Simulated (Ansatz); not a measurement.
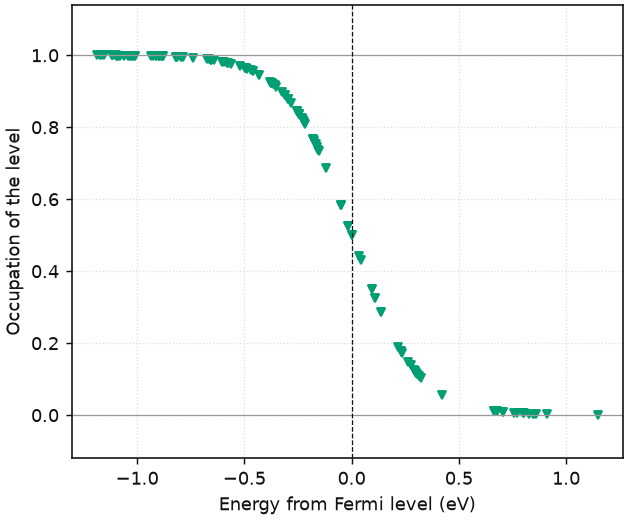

Occupations of the one-electron levels of the k mesh against their energy, from a run on Pt, space group P6_3/mmc (No. 194), 2 atoms in the cell, with Ansatz.

Which smearing scheme was used (Fermi-Dirac, Gaussian, Methfessel-Paxton or cold), and about what width?

Answer. Fermi-Dirac smearing with a width of 0.15 eV. The occupations stay between 0 and 1 and have long exponential tails; the slope at the Fermi level is 1/(4 × width).
